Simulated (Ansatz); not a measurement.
**WS2: density, localisation and related maps**

```xyz
3
Lattice="3.1835 0.0000 0.0000 -1.5918 2.7570 0.0000 0.0000 0.0000 17.6286" Properties=species:S:1:pos:R:3 pbc="T T T"
W     0.0000    1.8380    0.0000
S     1.5918    0.9190   16.0068
S     1.5918    0.9190    1.6218
```

Space group P-6m2; a structure from a database of computed crystals, not necessarily the ambient phase; changed on purpose from its base cell (strain +0.000 along x and y, +0.040 along z, atoms carried along); not relaxed (largest force 1.3 eV/Å); computed pressure about −3 GPa in this cell.

All numbers below come from DFT PBEsol, scalar-relativistic, plane waves, PAW in Ansatz 0.2.0.

The density is the valence pseudo-density of a PAW calculation; it isn't the true density close to the nuclei.

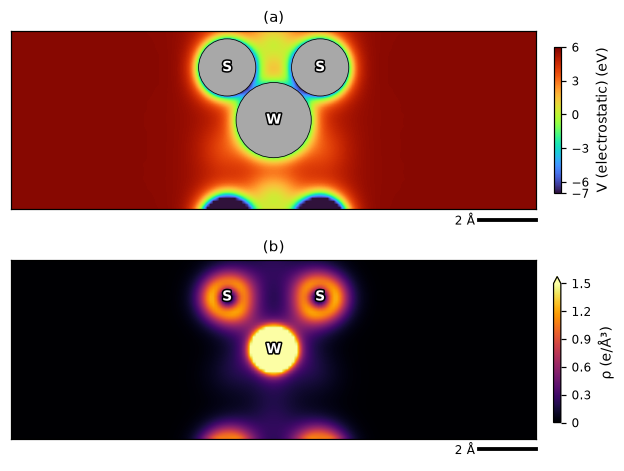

Figure 1. (a) electrostatic potential (local pseudopotential plus Hartree) felt by an electron; (b) valence charge density (pseudo) on the (110) plane of the conventional cell. Grey discs cover the atomic cores in the potential map.

Describe what can be read from this map.

- The plane passes through W and S nuclei.
- W–S (2.45 Å): ρ at the midpoint is about 0.59 e/Å³.
- The density dies away to nearly zero in the voids.
- Outside the cores the potential energy rises away from the atoms and is highest about 2.6 Å from the nearest atoms; its zero is arbitrary.

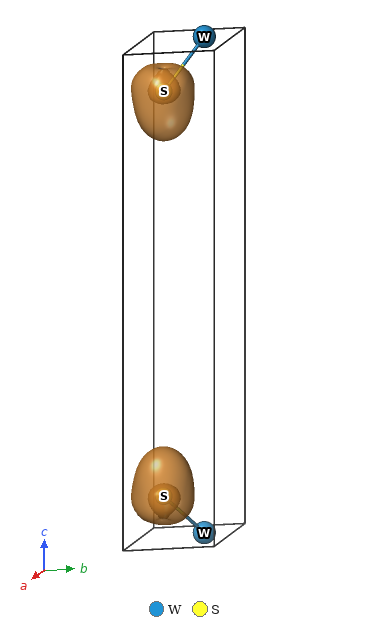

Figure 2. Isosurface of the electron localisation function at 0.7 (orange), seen slightly off an axis. Core shells and regions of very low density are left out. Sticks mark near contacts.

Where are the electrons localised?

The surface consists of two regions wrapped around S (the valence shell of each), counted in one cell of 3 atoms. Regions shared between cells count once. Profiles from the grid: W–S (2.45 Å): the ELF peaks at about 0.85 in the valence shell of S, 0.8 Å from its nucleus, and is about 0.50 at the midpoint.

Metal or insulator at this level of theory?

It is gapped, with a Kohn–Sham gap of 1.8 eV on the k-point mesh (the band edges may lie off the mesh, which would make the gap smaller).
